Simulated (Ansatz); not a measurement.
A Fermi-surface calculation for SiNi (Pnma).

```
CELL_PARAMETERS angstrom
5.17310 0.00000 0.00000
0.00000 3.33810 0.00000
0.00000 0.00000 5.60490
ATOMIC_POSITIONS crystal
Si 0.32128 0.75000 0.08250
Si 0.17872 0.25000 0.58250
Si 0.82128 0.75000 0.41750
Si 0.67872 0.25000 0.91750
Ni 0.00779 0.25000 0.18752
Ni 0.49221 0.75000 0.68752
Ni 0.50779 0.25000 0.31248
Ni 0.99221 0.75000 0.81248
```

Computed with Ansatz 0.2.0, DFT PBEsol, scalar-relativistic, plane waves, PAW; levels and slopes on a dense k mesh at the converged density. Started with collinear moments, which vanished: the result is non-magnetic and both spins have the same bands. Mesh 16×24×14, interpolated with the band slopes. Unrelaxed database geometry (residual pressure −4 GPa).

Four bands cross the Fermi level; this is a three-dimensional metal. The density of states at the Fermi level is 2.1 states/eV per primitive cell. The intraband plasma frequencies along the cartesian axes x, y and z of the cell as given are 5.3, 5.0 and 4.0 eV.

Band 43: one open hole tube parallel to Γ–Z.
Band 44: an open sheet between a filled part that runs through the repeated zones in all directions and an empty one that does so in two; mean Fermi speed 7.1 × 10⁵ m/s.
Band 45: one electron pocket centred at Y (22 % of the zone); weight Ni (71 %) and Si (29 %).
Band 46: one electron pocket centred at Y (4.2 % of the zone); mean Fermi speed 5.1 × 10⁵ m/s; weight Ni (72 %) and Si (28 %).
A pocket cut by a face of the zone is counted once with the part on the opposite face.
Weights are shares of the states' density in the atoms' Voronoi cells.

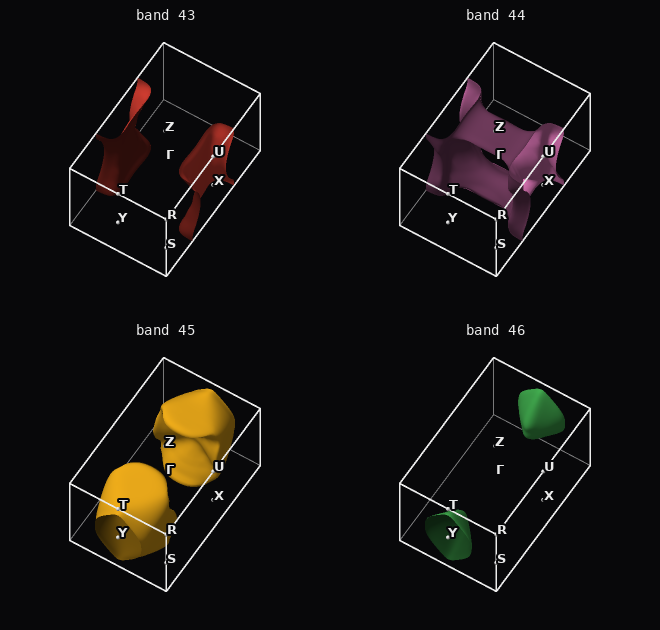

Each panel holds one band. The brighter face of a sheet looks towards empty states.

Necks and pockets thinner than about two mesh steps aren't resolved, so separate pockets may in truth be joined.
